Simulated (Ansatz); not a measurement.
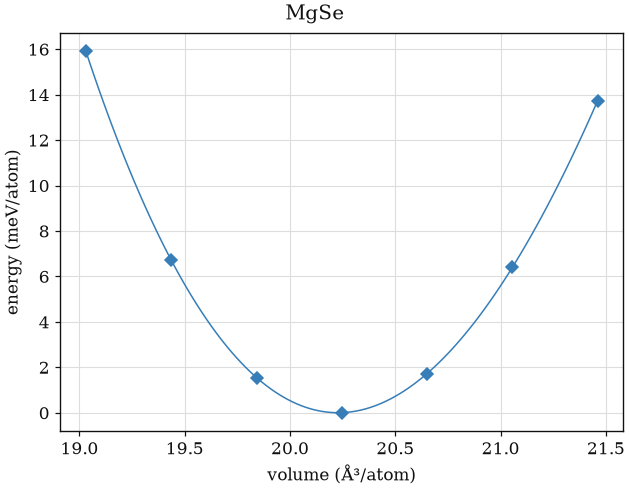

The plot gives the computed energy against volume for MgSe, space group Fm-3m (No. 225).

Structure:
```
CELL_PARAMETERS angstrom
0.00000 2.72550 2.72550
2.72550 0.00000 2.72550
2.72550 2.72550 0.00000
ATOMIC_POSITIONS crystal
Se 0.50000 0.50000 0.50000
Mg 0.00000 0.00000 0.00000
```

Computed with Ansatz 0.2.0: all-electron LAPW DFT, no spin polarisation; energies at scaled volumes of the given cell, shape and fractions fixed, counted from the fit's minimum, third-order Birch-Murnaghan fit. Level: PBEsol.

- k mesh: 8×8×8
- occupations: Fermi–Dirac
- smearing width: 0.05 eV
- potentials: all electron LAPW, scalar relativistic
- program settings: basis error eV/atom 0.001

This calculation gives: equilibrium volume 20.23 Å³/atom and bulk modulus 64.8 GPa.

Now the level changes from PBEsol to LDA. Predict the effect.

The equilibrium volume falls from 20.23 to 19.60 Å³/atom (−3.1 %) and the bulk modulus rises from 64.8 to 69.0 GPa (+6.5 %).

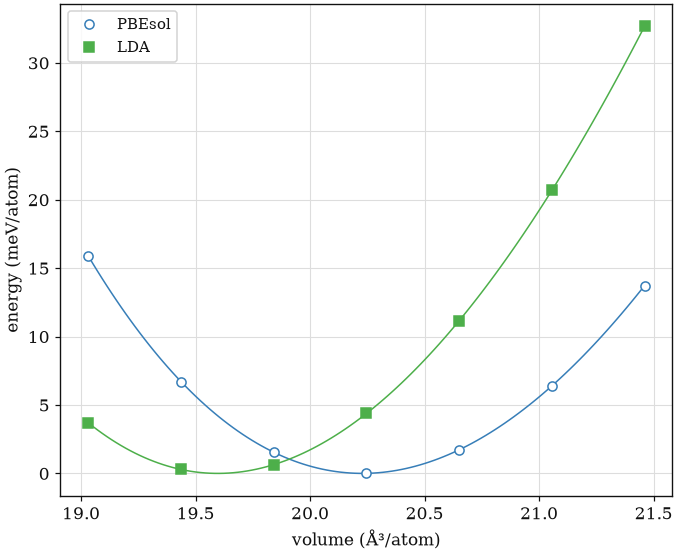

The two results together.

V0 and the bulk modulus come from third-order Birch–Murnaghan fits.
